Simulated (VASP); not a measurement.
System: C (slab).

```
CELL_PARAMETERS angstrom
2.52207 0.00000 0.00000
-2.52207 3.56674 0.00000
0.00000 0.00000 24.82723
ATOMIC_POSITIONS crystal
C 0.96997 0.46997 0.32976
C 0.28003 0.28003 0.32976
C 0.99027 0.99027 0.37217
C 0.25973 0.75973 0.37217
C 0.99916 0.49916 0.42414
C 0.25084 0.25084 0.42414
C 0.99948 0.99948 0.47460
C 0.25052 0.75052 0.47460
C 0.99948 0.49948 0.52540
C 0.25052 0.25052 0.52540
C 0.99916 0.99916 0.57586
C 0.25084 0.75084 0.57586
C 0.99027 0.49027 0.62783
C 0.25973 0.25973 0.62783
C 0.96997 0.96997 0.67024
C 0.28003 0.78003 0.67024
```

These are results of VASP 6.6.1, Kohn-Sham DFT of a periodic cell, PBEsol, VASP PAW PBE potentials, recommended, not measurements.

**Predict the valence pseudo-density between the atoms.**

C–C (1.43 Å): ρ at the midpoint is about 2 e/Å³.
C–C (1.54 Å): ρ at the midpoint is about 1.6 e/Å³.

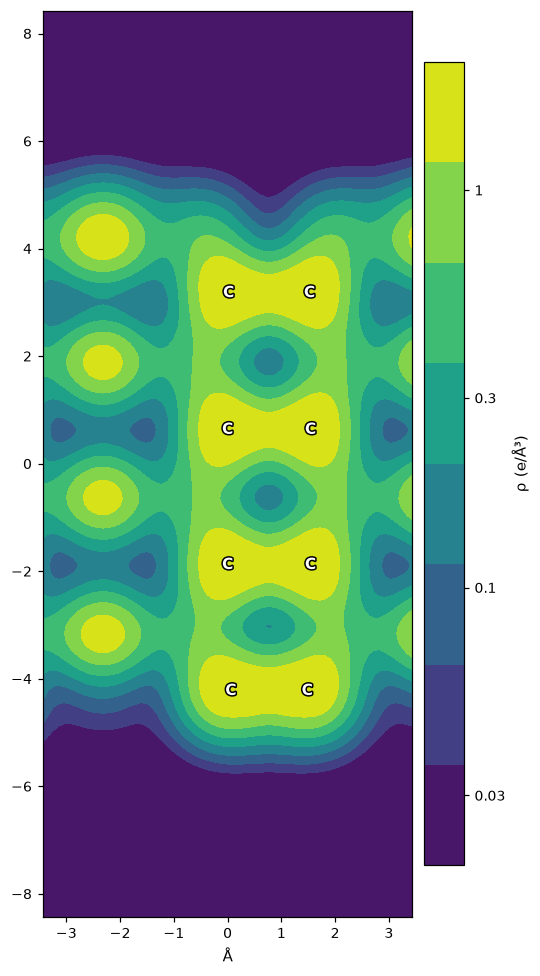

Computed valence pseudo-density on the (110) plane of the calculation cell, a cut from vacuum to vacuum. Atoms just off the plane (C, 0.6 Å away) can leave unmarked features too.
